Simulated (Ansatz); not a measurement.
Geometry relaxation, with input and output: Hf$_{3}$N$_{2}$ (part 1 of 2)

- system: Hf$_{3}$N$_{2}$ (R-3m, 5 atoms in the cell)
- method: DFT PBEsol, scalar-relativistic, plane waves, PAW, no spin polarisation (Ansatz 0.2.0)

The structure derives from a Materials Project entry. Figures and captions count atoms from 1; the log counts them from 0 in places.

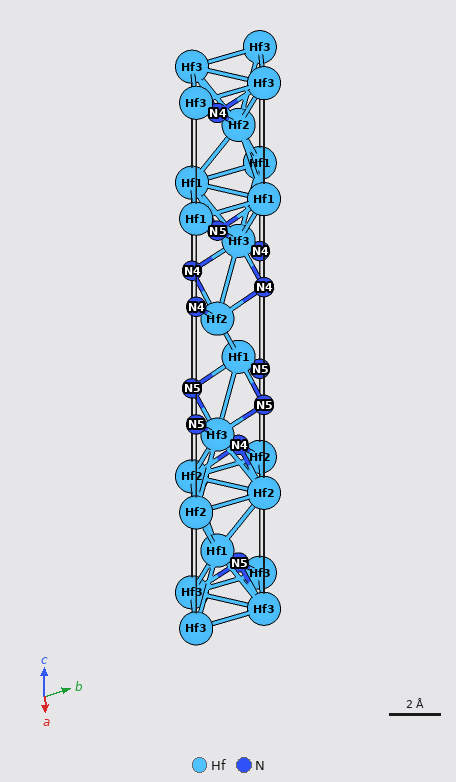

Figure 1. The starting structure (ball-and-stick view of the cell 3 times as large as that of the calculation, set on its symmetry axes, seen at an oblique angle; atoms are numbered from 1 in the order of the input). An atom can appear more than once, as a periodic image.

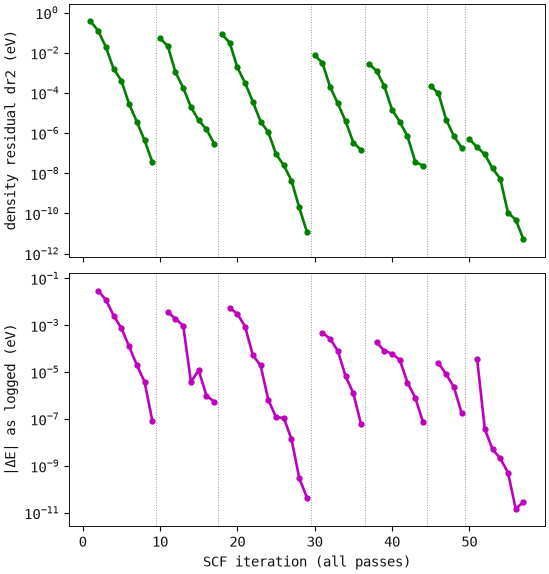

Figure 2. Convergence of the self-consistent field: density residual dr2 and size of the energy change against the SCF iteration. The dotted lines part the SCF passes of the relaxation: geometry steps, rejected trials and re-solves on a re-selected basis. The 7 passes take 5 to 12 iterations each, 57 in all.

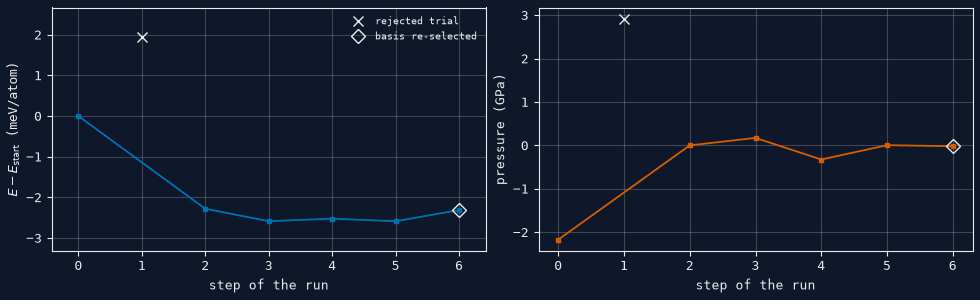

Figure 3. Progress of the relaxation, step by step (the first geometry is step 0 here and step 1 in the log).

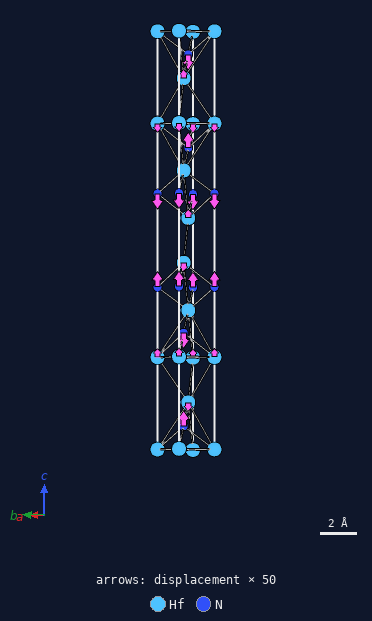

Figure 4. The starting structure with the displacements (without the part carried along by the change of the cell) as pink arrows, magnified 50 times (ball-and-stick view of the cell 3 times as large as that of the calculation, set on its symmetry axes, seen at an oblique angle). The largest moves relative to the cell, 0.018 Å, are those of N4 and N5. Largest moves by element: N 0.018 Å, Hf 0.010 Å. The drawn cell changes as follows: a = b 3.199 → 3.193 Å (−0.2 %), c 23.265 → 23.125 Å (−0.6 %); the volume changes by −0.9 %. Among the contacts that change: Hf1–N5 2.287 → 2.263 Å, Hf1–Hf3 3.208 → 3.185 Å, Hf1–Hf1 3.199 → 3.193 Å. The space group stays R-3m (No. 166). The energy falls by 2.6 meV per atom in 5 geometry steps. The largest force component goes from 0.23 to 0.00055 eV/Å. The pressure goes from −2.17 to −0.02 GPa. The line search rejected the trial step at point 1 (counted from 0) and went back. A last SCF at the same geometry on a re-selected plane-wave basis shifts the energy by +0.3 meV per atom. (Atoms are counted from 1 in the order of the input.)

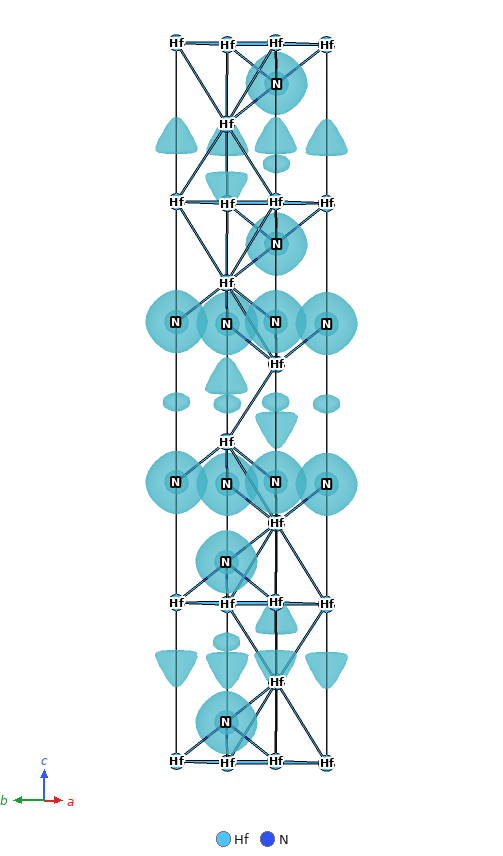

Figure 5. Isosurface of the electron localisation function at 0.6 (cyan), seen at an oblique angle. Only the valence region is drawn (cores and ρ < 0.01 e/Å³ removed). Sticks mark near contacts. The outline is the cell set on symmetry axes. Along the contacts the grid gives the following. Hf–N (2.25 Å): the ELF peaks at about 0.80 in the valence shell of N, 0.6 Å from its nucleus, and drops to about 0.15 between the two atoms (a polar contact without a shared pair, in a metal). Hf–Hf (3.12 Å): the ELF is about 0.30 at the midpoint; no shared electron pair. In a PAW calculation such maps are meaningful between the atoms, not at the nuclei.

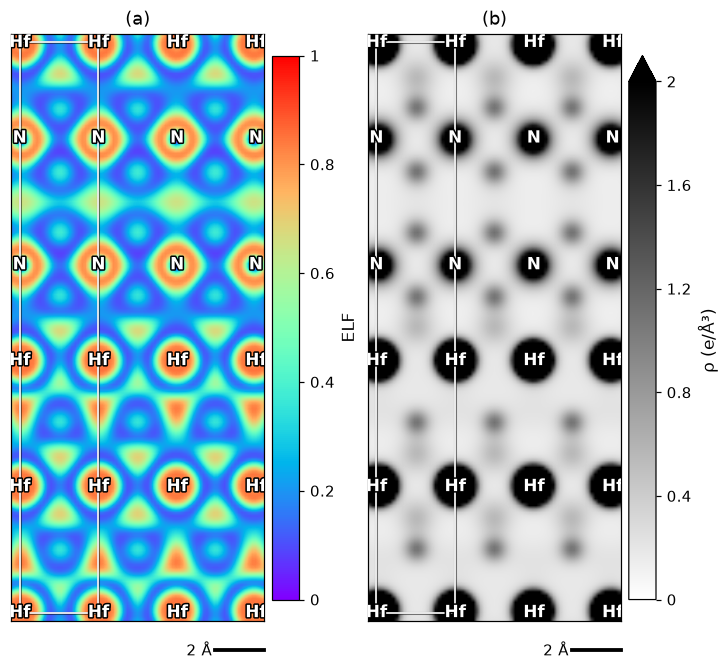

Figure 6. (a) ELF; (b) valence charge density (pseudo) on the (100) plane of the conventional cell. Atoms in the plane: Hf and N. Hf–Hf (3.19 Å): ρ at the midpoint is about 0.19 e/Å³; the ELF is about 0.20 at the midpoint; no localised pair between them. Away from the nuclei the density in this plane falls to 0.13 e/Å³ at its lowest.  The strong features right at Hf lie inside the PAW spheres (semicore, d or f shells) and say nothing about bonding.

The input that produced these results follows, with the program's output.

### Input
```yaml
crystal:
  lattice:
    - [1.5994260774, 0.9234290764, 7.7548432223]
    - [-1.5994260774, 0.9234290764, 7.7548432223]
    - [0.0, -1.8468581527, 7.7548432223]
  atoms:
    - { symbol: Hf, position: [0.77941866, 0.77941866, 0.77941866] }
    - { symbol: Hf, position: [0.22058134, 0.22058134, 0.22058134] }
    - { symbol: Hf, position: [0.0, 0.0, 0.0] }
    - { symbol: "N", position: [0.61191553, 0.61191553, 0.61191553] }
    - { symbol: "N", position: [0.38808447, 0.38808447, 0.38808447] }
basis:
  ecutwfc: 420
kpoints:
  mp_grid: { grid: [12, 12, 12] }
hamiltonian:
  xc: pbesol
scf:
  occupations: { method: gaussian, width: 0.1 }
output:
  forces: true
  stress: true
  eigenvalues: true
  write_density: true
  write_potential: true
  elf: true
  volumetric_format: npy
relax:
  adjacent_minimum: "off"
  f_tol: 0.005
  max_steps: 80
  cell: { stress_tol: 0.05 }
```

Command:
```bash
ansatz run input.yaml --threads 2 --pin off --max-ram 6144MiB --backend cpu --events-out ev --progress --plain --runs-dir out
```

### Log
```
basis.fft_grid_basis auto: the FFT boxes are laid along the combinations [[1, -1, 0], [0, 1, 0], [0, -1, 1]] of the cell's own vectors, 3.199, 7.972 and 3.199 Å long. The dense box has 24×54×24 points. Along the cell's own vectors, as sized, it would have 54×54×54, 5.06 times as many. Of the 12 symmetry operations that the crystal satisfies within crystal.symmetry.tolerance (time reversal apart; of a slab, those that keep its plane) the dense box along the cell's own vectors carries 12, and the one as laid loses 8 of those. basis.fft_grid_basis: typed keeps the cell's own vectors: state it where this run's energies or levels are differenced outside the engine with another run's, or held beside a run that keeps those vectors. Those combinations have planes normal to reciprocal vector 3, as the cell's own vectors have. Each planar average written beside output.write_density, output.write_potential has a row for each plane of the box: 24. The volumetric files lie along those combinations, not along the cell's own vectors: a cube or XSF file states them, and fields.json those of NumPy files.
Engine: ansatz 0.2.0, x86_64-unknown-linux-gnu
Pseudopotentials: kind: paw
Pseudopotential: Hf, paw, valence charge 26, recommended cutoff 420 eV (normal), Hf.paw.azcp
Pseudopotential: N, paw, valence charge 5, recommended cutoff 420 eV (normal), N.paw.azcp
Functional definition: PBEsol
  exchange = pbesol_x
  correlation = pbesol_c
Crystal: 5 atoms, lattice volume = 68.721 Å³
Basis set: ecut = 420 eV, 1351 PW (Γ), FFT grids on a1−a2, a2, −a2+a3, exchange–correlation on 48×108×48 points (8 copies of the dense FFT grid, shifted against one another)
Bands: 53, of which v1, the nominal top of the filled ones, is band 44 counted from 1 (43 counted from 0)
Symmetry: 12 space group operations
Space group: R-3m (ITA 166), of the structure as read, at distance tolerance 4.1e-5 Å
k-points: 189 of 1728
Non-local potential: Hf, projectors of the file, l = 0: 3, l = 1: 2, l = 2: 2, l = 3: 3
Non-local potential: N, projectors of the file, l = 0: 2, l = 1: 2, l = 2: 1
PAW form: soft (Blöchl's): semilocal exchange-correlation on the pseudo side does not see the compensation charge
PAW frozen core: Hf, regenerated for the run's functional, and the local potential with it (the file was generated under x = pbe(κ = 0.804, μ = 0.2195149727645171), c = pbe(β = 0.06672455060314922))
PAW frozen core: N, regenerated for the run's functional, and the local potential with it (the file was generated under x = pbe(κ = 0.804, μ = 0.2195149727645171), c = pbe(β = 0.06672455060314922))
PAW one-centre angular grid: Hf, 590 points (default); XC on 64 Gauss nodes
PAW one-centre angular grid: N, 110 points (default); XC on 64 Gauss nodes
Initial density: superposition of atomic densities (neutral atoms: chi_scale 0, normalization atom), corrected by the library's trained network
Initial wavefunctions: pseudopotential atomic-orbital guess
Functional: x = pbesol(κ = 0.804, μ = 0.12345679012345678), c = pbesol(β = 0.046)
SCF iter   1: F=—  HF=-47558.920862 eV  |F-HF|=—  |Δ(HF+E_count)|=         —  Δρ=1.08e-2  dr2=3.69e-1  ethr=1.77e-3  ⟨swp⟩=4.7  Hψ=29227  notcnv=0  defer=61
preconditioner: auto → Kerker (q_TF=auto, 2.843 Å⁻¹)  [metal: Δε(μ)=0.001 eV  Ē_g=17.833 eV  σ=0.100 eV  W_gap=0.01  n_scr=30 (ndim 8)  ℏωp=40.6 eV  f_vac=0.000  D(μ)=1.18/eV (n_scr^D=4)]
SCF iter   2: F=—  HF=-47558.891127 eV  |F-HF|=—  |Δ(HF+E_count)|=   2.97e-2  Δρ=4.96e-3  dr2=1.25e-1  ethr=4.19e-4  ⟨swp⟩=1.2  Hψ=11574  notcnv=0  defer=145
SCF iter   3: F=—  HF=-47558.879136 eV  |F-HF|=—  |Δ(HF+E_count)|=   1.20e-2  Δρ=1.92e-3  dr2=1.90e-2  ethr=1.42e-4  ⟨swp⟩=1.8  Hψ=9815  notcnv=0  defer=145
SCF iter   4: F=—  HF=-47558.876570 eV  |F-HF|=—  |Δ(HF+E_count)|=   2.57e-3  Δρ=1.08e-3  dr2=1.58e-3  ethr=2.15e-5  ⟨swp⟩=2.0  Hψ=14837  notcnv=0  defer=145
SCF iter   5: F=—  HF=-47558.875824 eV  |F-HF|=—  |Δ(HF+E_count)|=   7.46e-4  Δρ=6.23e-4  dr2=4.09e-4  ethr=1.79e-6  ⟨swp⟩=2.0  Hψ=15089  notcnv=0  defer=145
SCF iter   6: F=—  HF=-47558.875698 eV  |F-HF|=—  |Δ(HF+E_count)|=   1.26e-4  Δρ=1.74e-4  dr2=2.81e-5  ethr=4.64e-7  ⟨swp⟩=2.0  Hψ=16997  notcnv=0  defer=145
SCF iter   7: F=—  HF=-47558.875718 eV  |F-HF|=—  |Δ(HF+E_count)|=   1.99e-5  Δρ=5.47e-5  dr2=3.71e-6  ethr=3.19e-8  ⟨swp⟩=2.5  Hψ=18765  notcnv=0  defer=652
SCF iter   8: F=—  HF=-47558.875714 eV  |F-HF|=—  |Δ(HF+E_count)|=   3.84e-6  Δρ=2.17e-5  dr2=4.33e-7  ethr=4.22e-9  ⟨swp⟩=2.2  Hψ=17807  notcnv=0  defer=658
SCF iter   9: F=-47558.875714 eV  HF=-47558.875714 eV  |F-HF|=6.19e-8  |Δ(HF+E_count)|=   8.49e-8  Δρ=7.22e-6  dr2=3.69e-8  ethr=1.14e-10  ⟨swp⟩=14.9  Hψ=82897  notcnv=0
SCF 1 converged in 9 iterations: F = -47558.875714 eV  dr2 = 3.69e-8
  Residual-converged pass: ⟨swp⟩=1.0  Hψ=10775  notcnv=0  max |occ|·‖R‖ = 7.1e-9 eV (tolerance 1.0e-8 eV)  dr2=3.69e-8  dr2_onsite=4.08e-8  max |Δocc| = 7.0e-11
  greatest PAW one-centre occupation: 0.998 electrons in one spin orbital (limit 2), on the Hf atom at site 1 (counted from 0), in its partial waves of l = 3
relax step   1: F+E_penalty+E_count = -47558.87571366 eV  Δ(F+E_penalty+E_count) = +0.000e0 eV  max|allowed force component| = 2.335e-1 eV/Å  Δτ_max = 0.0000 Å  P = -2.171 GPa  Ω = 68.721 Å³  (9 SCF iters, dr2 threshold 1.00e-7 eV, accepted)
Crystal: 5 atoms, lattice volume = 67.073 Å³
Basis set: ecut = 420 eV, 1321 PW (Γ), FFT grids on a1−a2, a2, −a2+a3, exchange–correlation on 48×108×48 points (8 copies of the dense FFT grid, shifted against one another)
Initial density: handed on by an earlier stage of this run
Initial wavefunctions: those handed on with the density
iter 1 solved again at ethr=5.86e-5 eV; its pass at ethr=3.10e-3 eV (dr2=5.16e-2 eV) is discarded
SCF iter   1: F=—  HF=-47558.872494 eV  |F-HF|=—  |Δ(HF+E_count)|=         —  Δρ=3.96e-3  dr2=5.20e-2  ethr=5.86e-5  ⟨swp⟩=1.5  Hψ=44533  notcnv=0
preconditioner: auto → Kerker (q_TF=auto, 2.855 Å⁻¹)  [metal: Δε(μ)=0.007 eV  Ē_g=17.880 eV  σ=0.100 eV  W_gap=0.04  n_scr=30 (ndim 8)  ℏωp=41.1 eV  f_vac=0.000  D(μ)=1.32/eV (n_scr^D=4)]
SCF iter   2: F=—  HF=-47558.868820 eV  |F-HF|=—  |Δ(HF+E_count)|=   3.67e-3  Δρ=2.33e-3  dr2=2.18e-2  ethr=5.86e-5  ⟨swp⟩=1.0  Hψ=10017  notcnv=0
SCF iter   3: F=—  HF=-47558.866965 eV  |F-HF|=—  |Δ(HF+E_count)|=   1.86e-3  Δρ=7.36e-4  dr2=1.06e-3  ethr=2.48e-5  ⟨swp⟩=2.0  Hψ=15682  notcnv=0
SCF iter   4: F=—  HF=-47558.866005 eV  |F-HF|=—  |Δ(HF+E_count)|=   9.60e-4  Δρ=4.33e-4  dr2=1.80e-4  ethr=1.20e-6  ⟨swp⟩=2.1  Hψ=18064  notcnv=0
SCF iter   5: F=—  HF=-47558.866001 eV  |F-HF|=—  |Δ(HF+E_count)|=   3.78e-6  Δρ=1.70e-4  dr2=1.96e-5  ethr=2.04e-7  ⟨swp⟩=2.0  Hψ=18332  notcnv=0
SCF iter   6: F=—  HF=-47558.865989 eV  |F-HF|=—  |Δ(HF+E_count)|=   1.20e-5  Δρ=6.68e-5  dr2=4.33e-6  ethr=2.23e-8  ⟨swp⟩=2.0  Hψ=18312  notcnv=0
SCF iter   7: F=—  HF=-47558.865988 eV  |F-HF|=—  |Δ(HF+E_count)|=   1.00e-6  Δρ=3.61e-5  dr2=1.55e-6  ethr=4.92e-9  ⟨swp⟩=2.0  Hψ=18334  notcnv=0
SCF iter   8: F=-47558.865987 eV  HF=-47558.865988 eV  |F-HF|=3.85e-7  |Δ(HF+E_count)|=   5.46e-7  Δρ=1.99e-5  dr2=2.95e-7  ethr=5.68e-10  ⟨swp⟩=8.3  Hψ=76706  notcnv=0
SCF 2 converged in 8 iterations: F = -47558.865987 eV  dr2 = 2.95e-7
  greatest PAW one-centre occupation: 0.998 electrons in one spin orbital (limit 2), on the Hf atom at site 1 (counted from 0), in its partial waves of l = 0
relax step   2: F+E_penalty+E_count = -47558.86598716 eV  Δ(F+E_penalty+E_count) = +9.726e-3 eV  max|allowed force component| = 4.815e-1 eV/Å  Δτ_max = 0.0243 Å  P = +2.923 GPa  Ω = 67.073 Å³  energy of the carried Pulay correction = +3.661e-3 eV  (8 SCF iters, dr2 threshold 5.00e-7 eV, rejected (line search))
Crystal: 5 atoms, lattice volume = 68.055 Å³
iter 1 solved again at ethr=9.33e-5 eV; its pass at ethr=3.10e-3 eV (dr2=8.21e-2 eV) is discarded
SCF iter   1: F=—  HF=-47558.896614 eV  |F-HF|=—  |Δ(HF+E_count)|=         —  Δρ=4.33e-3  dr2=8.21e-2  ethr=9.33e-5  ⟨swp⟩=1.6  Hψ=43598  notcnv=0
preconditioner: auto → Kerker (q_TF=auto, 2.848 Å⁻¹)  [metal: Δε(μ)=0.013 eV  Ē_g=17.884 eV  σ=0.100 eV  W_gap=0.07  n_scr=30 (ndim 8)  ℏωp=40.8 eV  f_vac=0.000  D(μ)=1.55/eV (n_scr^D=4)]
SCF iter   2: F=—  HF=-47558.891094 eV  |F-HF|=—  |Δ(HF+E_count)|=   5.52e-3  Δρ=2.48e-3  dr2=3.23e-2  ethr=9.33e-5  ⟨swp⟩=1.0  Hψ=10017  notcnv=0
SCF iter   3: F=—  HF=-47558.888023 eV  |F-HF|=—  |Δ(HF+E_count)|=   3.07e-3  Δρ=7.52e-4  dr2=1.86e-3  ethr=3.68e-5  ⟨swp⟩=2.0  Hψ=15678  notcnv=0
SCF iter   4: F=—  HF=-47558.887146 eV  |F-HF|=—  |Δ(HF+E_count)|=   8.76e-4  Δρ=4.82e-4  dr2=3.13e-4  ethr=2.12e-6  ⟨swp⟩=2.0  Hψ=17423  notcnv=0
SCF iter   5: F=—  HF=-47558.887094 eV  |F-HF|=—  |Δ(HF+E_count)|=   5.30e-5  Δρ=2.31e-4  dr2=3.70e-5  ethr=3.56e-7  ⟨swp⟩=2.0  Hψ=18333  notcnv=0
SCF iter   6: F=—  HF=-47558.887113 eV  |F-HF|=—  |Δ(HF+E_count)|=   1.92e-5  Δρ=6.47e-5  dr2=3.76e-6  ethr=4.20e-8  ⟨swp⟩=2.0  Hψ=16063  notcnv=0
SCF iter   7: F=—  HF=-47558.887112 eV  |F-HF|=—  |Δ(HF+E_count)|=   6.68e-7  Δρ=3.18e-5  dr2=1.10e-6  ethr=4.27e-9  ⟨swp⟩=2.0  Hψ=18338  notcnv=0
SCF iter   8: F=—  HF=-47558.887112 eV  |F-HF|=—  |Δ(HF+E_count)|=   1.17e-7  Δρ=1.04e-5  dr2=9.02e-8  ethr=1.25e-9  ⟨swp⟩=2.1  Hψ=15103  notcnv=0
SCF iter   9: F=—  HF=-47558.887112 eV  |F-HF|=—  |Δ(HF+E_count)|=   1.12e-7  Δρ=6.53e-6  dr2=2.52e-8  ethr=1.02e-10  ⟨swp⟩=3.0  Hψ=19519  notcnv=0
SCF iter  10: F=—  HF=-47558.887112 eV  |F-HF|=—  |Δ(HF+E_count)|=   1.39e-8  Δρ=2.66e-6  dr2=4.33e-9  ethr=2.86e-11  ⟨swp⟩=2.1  Hψ=18150  notcnv=0
SCF iter  11: F=—  HF=-47558.887112 eV  |F-HF|=—  |Δ(HF+E_count)|=  3.06e-10  Δρ=5.79e-7  dr2=2.00e-10  ethr=4.93e-12  ⟨swp⟩=2.0  Hψ=18333  notcnv=0
SCF iter  12: F=-47558.887112 eV  HF=-47558.887112 eV  |F-HF|=1.46e-11  |Δ(HF+E_count)|=  4.37e-11  Δρ=1.37e-7  dr2=1.18e-11  ethr=1.00e-12  ⟨swp⟩=6.9  Hψ=54420  notcnv=0
the search or the solves at the SCF's close seem to have found levels that the self-consistency loop had missed (the run counts 3). By its estimate they hold under 1e-12 electrons; where the run keeps them, the occupations were computed again with them
SCF 3 converged in 12 iterations: F = -47558.887112 eV  dr2 = 1.18e-11
relax step   3: F+E_penalty+E_count = -47558.88711180 eV  Δ(F+E_penalty+E_count) = -1.140e-2 eV  max|allowed force component| = 1.207e-1 eV/Å  Δτ_max = 0.0108 Å  P = +0.001 GPa  Ω = 68.055 Å³  energy of the carried Pulay correction = +1.469e-3 eV  (12 SCF iters, accepted)
Crystal: 5 atoms, lattice volume = 68.014 Å³
iter 1 solved again at ethr=8.63e-6 eV; its pass at ethr=3.10e-3 eV (dr2=7.59e-3 eV) is discarded
```
